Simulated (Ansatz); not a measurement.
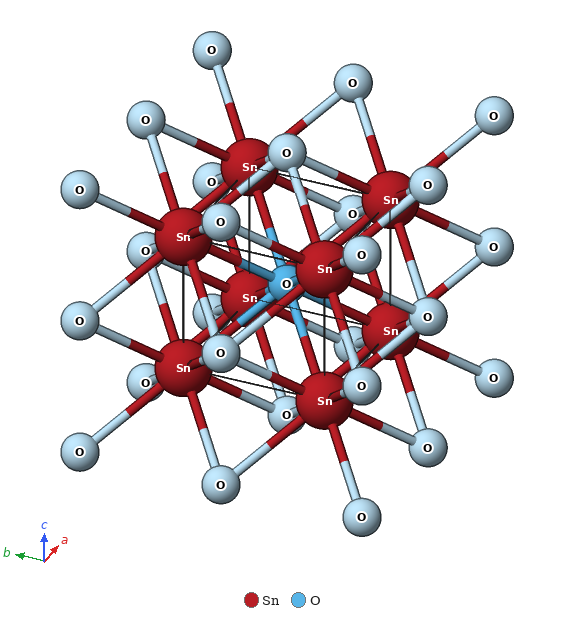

The image is a ball-and-stick drawing of a crystal, viewed from a general direction. Thin lines show the simulation cell, with boundary atoms drawn in all their periodic places. Atoms outside the box are added where they are bonded to one inside, in fainter colours.

The program read this input:
```yaml
crystal:
  lattice:
    - [3.1034067828, 0.0, 0.0]
    - [0.0, 3.1034067828, 0.0]
    - [0.0, 0.0, 3.0059598098]
  atoms:
    - { symbol: Sn, position: [0.0, 0.0, 0.0] }
    - { symbol: O, position: [0.5, 0.5, 0.5] }
kpoints:
  mp_grid: { grid: [8, 8, 8] }
  band_path:
    path:
      - [0.0, 0.0, 0.0]
      - [0.0, 0.5, 0.0]
      - [0.5, 0.5, 0.0]
      - [0.5, 0.5, 0.5]
      - [0.0, 0.125, -0.5]
    npoints: 1
hamiltonian:
  xc: r2scan
scf:
  occupations: { method: fermi_dirac, width: 0.02 }
  n_extra_bands: 4
output:
  forces: true
  stress: true
  eigenvalues: true
  write_density: true
  write_potential: true
  elf: true
  volumetric_format: npy
```
Run as:
```sh
ansatz run input.yaml --threads 4 --pin off --max-ram 3686MiB --backend cpu --events-out ev --progress --plain --runs-dir out
```

Theory: DFT, r2SCAN, plane waves, PAW in Ansatz 0.2.0. Numerical settings: an energy cutoff of 500 eV, an 8×8×8 sampling of the Brillouin zone, Fermi-Dirac smearing of 0.02 eV, no spin polarisation.

### Classify it as metallic or gapped, with the value.

A metal: bands cross the Fermi level.

### State the hydrostatic pressure.

The computed pressure is 3.7 GPa (compressed: it would expand). The stress isn't hydrostatic: its largest component is 5.9 GPa.

Starting structure: a structure type filled with these elements by a generator (whether the compound takes this form wasn't checked). The cell was then strained or its atoms displaced on purpose. A calculation with Ansatz used it as input.
